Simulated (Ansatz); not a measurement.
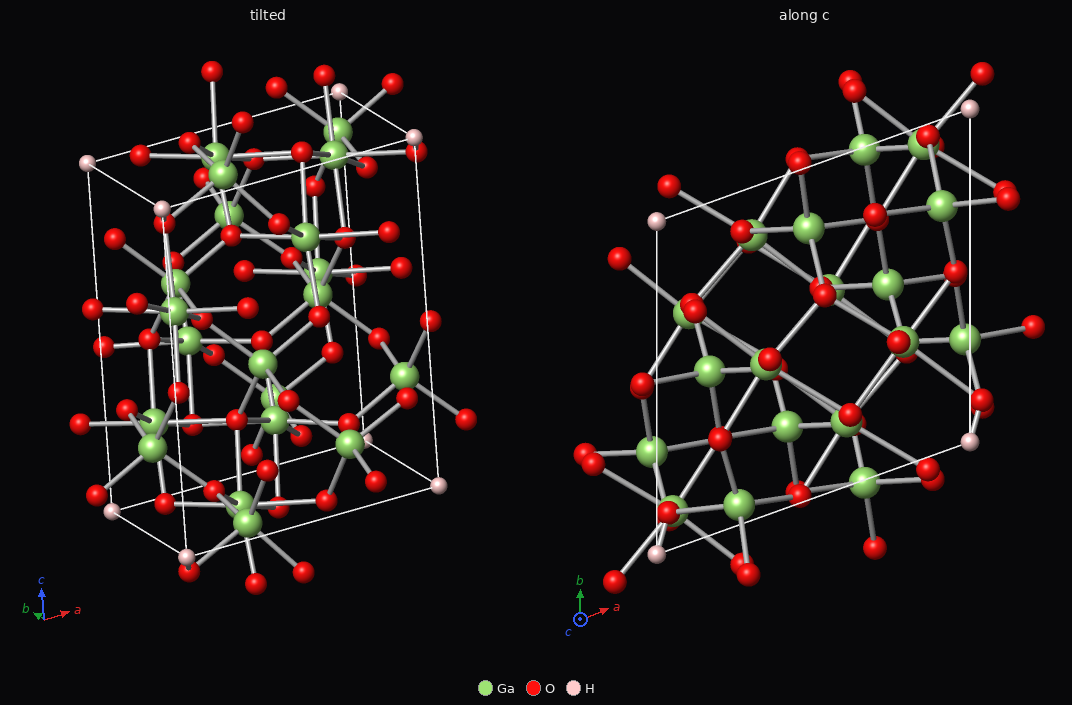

A ball-and-stick rendering, viewed slightly off an axis and along the c axis. The simulation cell is drawn as a box. Some neighbours outside the box are added. Cell: a = 7.639 Å, b = 7.757 Å, c = 8.519 Å, α = 72.52°, β = 75.43°, γ = 67.19°.

The stoichiometry is Ga$_{16}$HO$_{24}$. The space group is P1: only translations remain. Atoms per cell: 41 (16 Ga, 1 H, 24 O). Each H atom is coordinated by one O at about 1.0 Å. The bonds build a three-dimensional framework.

The model was built from a structure listed in the Materials Project, repeated into a supercell with a point defect put in. The atoms were relaxed in a fixed cell with DFT PBE, scalar-relativistic, plane waves, PAW (Ansatz 0.2.0).
